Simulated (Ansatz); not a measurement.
**Single-point calculation of GaN**

- system: GaN (Cmc2₁, 4 atoms in the cell)
- method: DFT PBE, scalar-relativistic, plane waves, PAW, no spin polarisation (Ansatz 0.2.0)

The structure derives from an entry of the Crystallography Open Database. It belongs to a series of runs on one base structure; here: strain +0.0150 x Voigt [1, 0, 0, 0, 0, 0], atoms carried along. Figures and captions count atoms from 1; the log counts them from 0 in places.

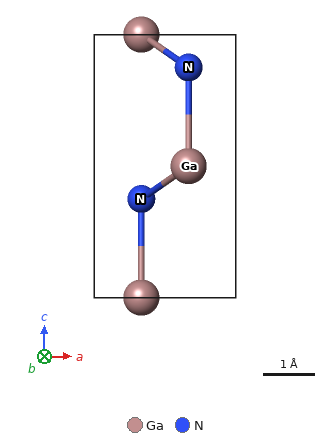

Figure 1. The structure (ball-and-stick view of the cell of the calculation, along the b axis). An atom can appear more than once, as a periodic image. Near neighbours in the periodic cell (some may lie outside the picture): Ga has 4 N at 1.94 to 1.97 Å; N has 4 Ga at 1.94 to 1.97 Å.

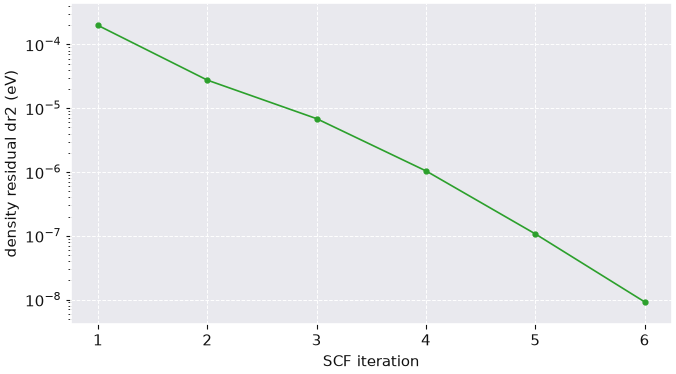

Figure 2. Convergence of the self-consistent field: density residual dr2 against the SCF iteration. The residual falls at every step.

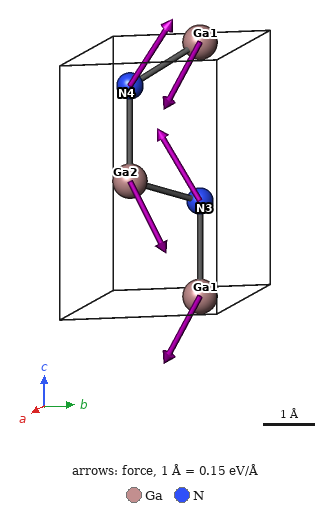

Figure 3. Forces on the atoms as pink arrows (ball-and-stick view of the cell of the calculation, seen slightly off an axis; atoms are numbered from 1 in the order of the input). The largest act on N3, N4 (0.25 eV/Å); Ga1, Ga2 (0.24 eV/Å). The geometry is not a stationary point of this energy.

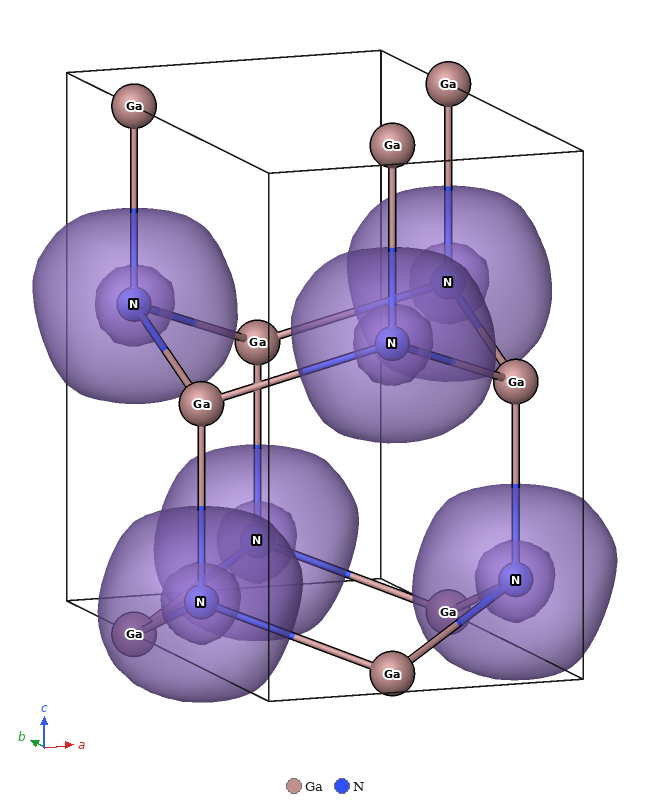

Figure 4. Isosurface of the ELF at 0.6 (purple), seen slightly off an axis. Only the valence region is drawn (cores and ρ < 0.01 e/Å³ removed). Sticks mark near contacts. The outline is the cell set on symmetry axes. Along the contacts the grid gives the following. Ga–N (1.94 Å): the ELF is about 0.50 at the midpoint. The fields are those of the smooth PAW valence density.

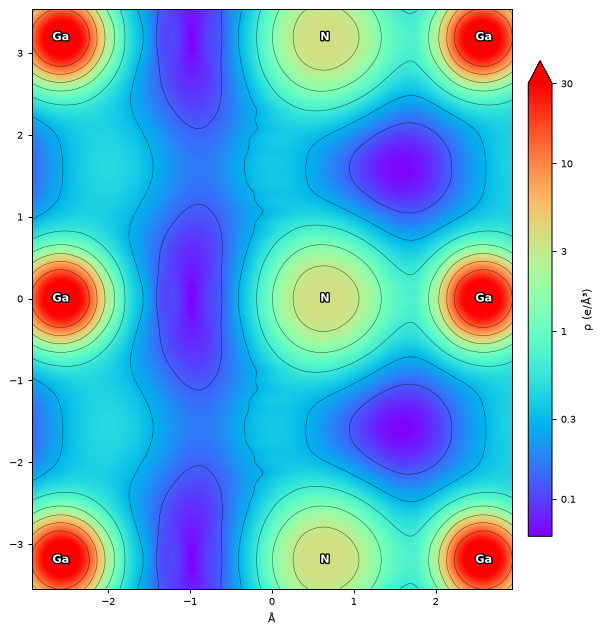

Figure 5. Valence pseudo-density on the (110) plane of the conventional cell. Atoms in the plane: Ga and N. Ga–N (1.94 Å): the density is about 0.78 e/Å³ at the midpoint. Away from the nuclei the density in this plane falls to 0.06 e/Å³ at its lowest.

These pictures come from the run below.

**The input**
```yaml
crystal:
  lattice:
    - [3.2276996554, 0.0, 0.0]
    - [-1.6138498277, 2.75396049, 0.0]
    - [0.0, 0.0, 5.166]
  atoms:
    - { symbol: Ga, position: [0.3333333333, 0.6666666667, 0.0] }
    - { symbol: Ga, position: [0.6666666667, 0.3333333333, 0.5] }
    - { symbol: "N", position: [0.3333333333, 0.6666666667, 0.375] }
    - { symbol: "N", position: [0.6666666667, 0.3333333333, 0.875] }
basis:
  ecutwfc: 420
kpoints:
  mp_grid: { grid: [12, 12, 6] }
hamiltonian:
  xc: pbe
scf:
  occupations: { method: gaussian, width: 0.05 }
output:
  forces: true
  stress: true
  eigenvalues: true
  write_density: true
  write_potential: true
  elf: true
  volumetric_format: npy
```

Launch command:
```bash
ansatz run input.yaml --threads 1 --pin off --max-ram 2560MiB --backend cpu --events-out ev --progress --plain --runs-dir out
```

**Log**
```
Engine: ansatz 0.2.0, x86_64-unknown-linux-gnu
Pseudopotentials: kind: paw
Pseudopotential: Ga, paw, valence charge 13, recommended cutoff 420 eV (normal), Ga.paw.azcp
Pseudopotential: N, paw, valence charge 5, recommended cutoff 420 eV (normal), N.paw.azcp
Functional definition: PBE
  parameter kappa = 0.804
  parameter beta = 0.06672455060314922
  exchange = pbe_x(kappa = kappa, mu = beta*pi^2/3)
  correlation = pbe_c(beta = beta)
Crystal: 4 atoms, lattice volume = 45.920 Å³
Basis set: ecut = 420 eV, 917 PW (Γ), exchange–correlation on 48×48×72 points (8 copies of the dense FFT grid, shifted against one another)
Bands: 22, of which v1, the nominal top of the filled ones, is band 18 counted from 1 (17 counted from 0)
Symmetry: 4 space group operations
Space group: Cmc21 (ITA 36), of the structure as read, at distance tolerance 3.6e-5 Å
k-points: 172 of 864 (time reversal used)
Non-local potential: Ga, projectors of the file, l = 0: 2, l = 1: 2, l = 2: 3, l = 3: 1
Non-local potential: N, projectors of the file, l = 0: 2, l = 1: 2, l = 2: 1
PAW form: soft (Blöchl's): semilocal exchange-correlation on the pseudo side does not see the compensation charge
PAW one-centre angular grid: Ga, 590 points (default); XC on 64 Gauss nodes
PAW one-centre angular grid: N, 110 points (default); XC on 64 Gauss nodes
Initial density: superposition of atomic densities (neutral atoms: chi_scale 0, normalization atom), corrected by the library's trained network
Initial wavefunctions: pseudopotential atomic-orbital guess
Functional: x = pbe(κ = 0.804, μ = 0.2195149727645171), c = pbe(β = 0.06672455060314922)
SCF iter   1: F=—  HF=-8335.810672 eV  |F-HF|=—  |Δ(HF+E_count)|=         —  Δρ=8.68e-4  dr2=1.99e-4  ethr=1.77e-3  ⟨swp⟩=4.9  Hψ=14944  notcnv=0
preconditioner: auto → Resta (q_TF=auto, 2.620 Å⁻¹)  ε∞=5.0  [insulator: Δε(μ)=1.844 eV  Ē_g=16.539 eV  σ=0.050 eV  W_gap=1.00  n_scr=22 (ndim 8)  ℏωp=32.9 eV  f_vac=0.009  D(μ)=0.00/eV (n_scr^D=0)  ε∞_Penn≈5.0]
SCF iter   2: F=—  HF=-8335.811238 eV  |F-HF|=—  |Δ(HF+E_count)|=   5.66e-4  Δρ=4.11e-4  dr2=2.76e-5  ethr=5.53e-7  ⟨swp⟩=2.1  Hψ=8264  notcnv=0
SCF iter   3: F=—  HF=-8335.811345 eV  |F-HF|=—  |Δ(HF+E_count)|=   1.07e-4  Δρ=1.86e-4  dr2=6.86e-6  ethr=7.66e-8  ⟨swp⟩=2.0  Hψ=6599  notcnv=0
SCF iter   4: F=—  HF=-8335.811372 eV  |F-HF|=—  |Δ(HF+E_count)|=   2.70e-5  Δρ=5.67e-5  dr2=1.04e-6  ethr=1.91e-8  ⟨swp⟩=2.0  Hψ=6834  notcnv=0
SCF iter   5: F=—  HF=-8335.811375 eV  |F-HF|=—  |Δ(HF+E_count)|=   2.73e-6  Δρ=1.97e-5  dr2=1.07e-7  ethr=2.88e-9  ⟨swp⟩=2.0  Hψ=6875  notcnv=0
SCF iter   6: F=-8335.811375 eV  HF=-8335.811375 eV  |F-HF|=3.07e-9  |Δ(HF+E_count)|=   2.50e-7  Δρ=4.73e-6  dr2=9.19e-9  ethr=2.78e-10  ⟨swp⟩=8.2  Hψ=24238  notcnv=0
SCF 1 converged in 6 iterations: F = -8335.811375 eV  dr2 = 9.19e-9
  greatest PAW one-centre occupation: 0.995 electrons in one spin orbital (limit 2), on the Ga atom at site 0 (counted from 0), in its partial waves of l = 2
SCF converged after 6 iterations
Free energy (F): -8335.811375 eV
Harris-Foulkes:  -8335.811375 eV  (|F-HF|=3.07e-9)
Internal energy: -8335.811375 eV  (E = F + TS)
E sigma→0 (E₀):  -8335.811375 eV
Fermi energy:    10.571597 eV
--- Per-component energies (eV) ---
  E_band       = -12.590221
  E_kinetic    = 494.177469
  E_local      = -3913.031966  (includes V_loc(G=0)·N_el)
  E_nonlocal   = 948.822468
  E_hartree    = 1800.324441
  E_xc         = -257.528169
  E_vxc        = -268.192353  (∫ρ·V_xc dr)
  E_paw        = -4240.849603  (= ΣΔE_a)
  E_vpaw       = -875.014676  (= ΣTr[D̂ρ^β])
  E_aug_tail   = 0.000093  (compensation charges beyond the density's cutoff)
  E_ewald      = -3167.726108
  E_smearing   = -0.000000  (= −TS)
  E_closure    = -0.000000  (closes the sum)
  Σ components = -8335.811375   (vs F -8335.811375, Δ=0.00e0)
--- Forces (eV/Å), atoms counted from 1 ---
  atom   1  Ga     0.00000000    -0.11543863    -0.21420319
  atom   2  Ga     0.00000000     0.11543863    -0.21420319
  atom   3  N     -0.00000000    -0.13678353     0.21419246
  atom   4  N      0.00000000     0.13678353     0.21419246
  max |Σ_I F_I| component: 2.14e-5 eV/Å
--- Stress (GPa, compression-positive) ---
        0.600733       0.000000       0.000000
        0.000000       5.004843       0.000000
        0.000000       0.000000       7.687616
  P = ⅓ Tr σ = 4.4311 GPa (44.311 kbar)
--- Band table (eV; the first three rows and the last of 172) ---
  k-point 0: bands = ["-6.3168", "-5.4240", "-3.8670", "-3.8473", "-3.8419", "-3.7854", "-3.7781", "-3.6044", "-3.6040", "-3.5043", "-3.5032", "-2.2099", "2.5893", "8.5164", "8.5767", "9.5801", "9.5877", "9.6463", "11.4969", "13.7578", "18.8424", "19.2927"]
  k-point 1: bands = ["-6.2354", "-5.4518", "-3.8461", "-3.8446", "-3.8405", "-3.7923", "-3.7848", "-3.5950", "-3.5945", "-3.5086", "-3.5075", "-2.4976", "3.0969", "8.5848", "8.6416", "8.7801", "9.5130", "9.5714", "12.1753", "13.8169", "18.6497", "19.3226"]
  k-point 2: bands = ["-6.0196", "-5.5536", "-3.8404", "-3.8343", "-3.8090", "-3.8029", "-3.7487", "-3.5718", "-3.5709", "-3.5221", "-3.5210", "-3.0552", "4.3084", "7.3550", "8.7740", "8.8343", "9.3101", "9.3687", "13.1582", "13.9191", "18.2504", "18.7195"]
  k-point 171: bands = ["-5.3061", "-5.3061", "-3.7529", "-3.7529", "-3.7065", "-3.7065", "-3.6160", "-3.6160", "-3.5311", "-3.5311", "-2.1775", "-2.1775", "3.7084", "3.7084", "6.2726", "6.2726", "8.0066", "8.0066", "15.5139", "15.5139", "17.6307", "17.6307"]
```

**Results in brief**

- outcome: converged
- space group (tolerance 0.01 Å): Cmc2₁ (36)
- electrons treated: 36
- free energy: −8335.8114 eV
- Fermi energy: 10.572 eV
- gap on the k-point mesh: 1.85 eV
- pressure: 4.43 GPa
- largest force (length of the vector): 0.254 eV/Å
- hardware: 1 thread of Intel Xeon (Sapphire Rapids), 32 GiB of memory available, shared host
- wall time: 12 s
- peak memory: 0.5 GiB
